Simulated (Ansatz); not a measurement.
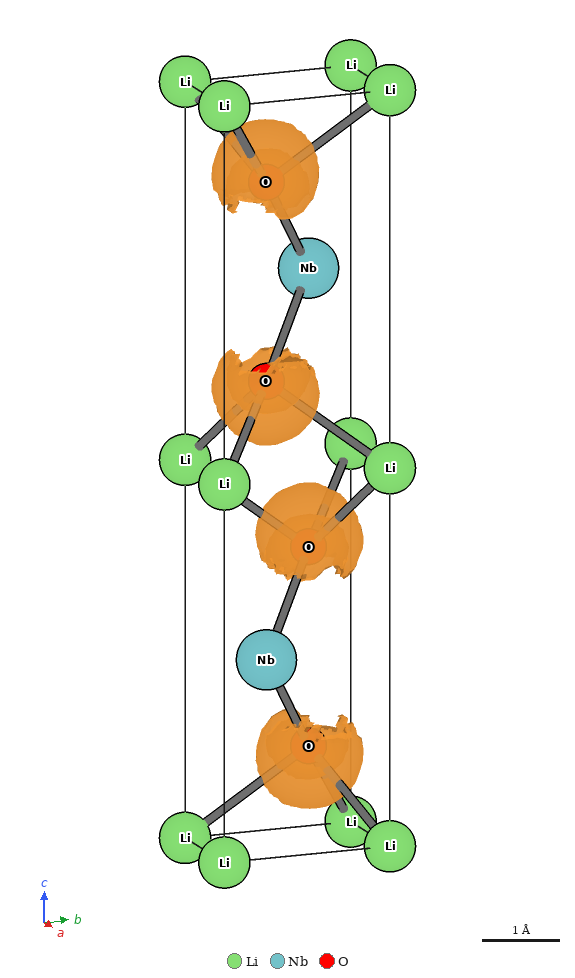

*LiNbO₂. Isosurface of the electron localisation function at 0.8 (orange), seen slightly off an axis. Only the valence region is drawn (cores and ρ < 0.01 e/Å³ removed). Sticks mark near contacts.*

Space group P6₃/mmc; changed on purpose from its base cell (volume × 0.94, shape and atoms relaxed); computed pressure about 12 GPa in this cell.

All numbers below come from DFT LDA, scalar-relativistic, plane waves, PAW (Ansatz).

In a PAW calculation such maps are meaningful between the atoms, not at the nuclei.

Q: Describe the localisation domains.

A: The ELF exceeds this value in four regions wrapped around O (the valence shell of each), counted in one cell of 8 atoms. Regions shared between cells count once. Along the contacts the grid gives the following. Li–O (2.01 Å): the ELF peaks at about 0.85 in the valence shell of O, 0.6 Å from its nucleus, and falls to about 0 next to Li; an ionic contact with no shared pair. Nb–O (2.09 Å): the ELF peaks at about 0.80 in the valence shell of O, 0.6 Å from its nucleus, and drops to about 0.20 between the two atoms (no localised pair shows between them).

Q: Does the calculation give a band gap?

A: It is gapped, with a Kohn–Sham gap of 1.7 eV on the k-point mesh (the band edges may lie off the mesh, which would make the gap smaller).
